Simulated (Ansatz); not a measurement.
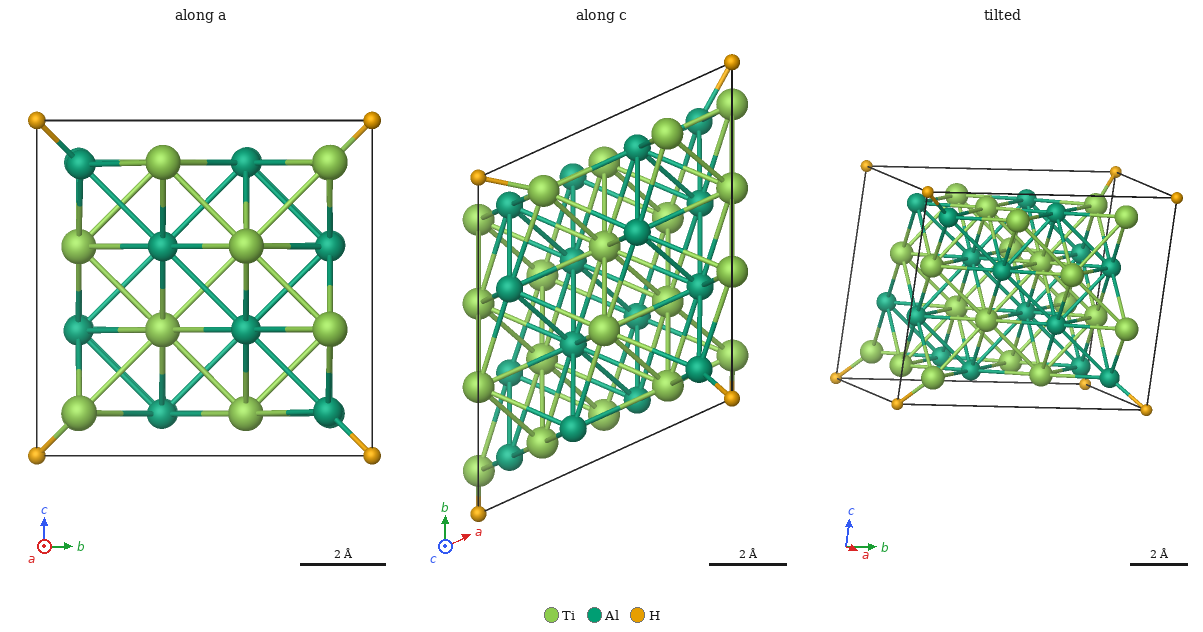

We look at a ball-and-stick model of the crystal along the a axis, along the c axis and slightly off an axis. The edges of the simulation cell are marked. Cell: a = 8.157 Å, b = 8.962 Å, c = 8.962 Å, α = 78.05°, β = 62.93°, γ = 62.93°.

- Chemical formula Ti16Al16H.
- In the cell are 16 Ti, 16 Al, 1 H, which makes 1 formula unit.
- H is coordinated by two Ti and two Al in a tetrahedral arrangement (about 1.8 Å to Ti, 1.8 Å to Al).
- The bonds build a three-dimensional framework.

Provenance: a structure listed in the Materials Project, repeated into a supercell with a point defect put in. The atoms were relaxed in a fixed cell with DFT PBE, scalar-relativistic, plane waves, PAW (Ansatz).
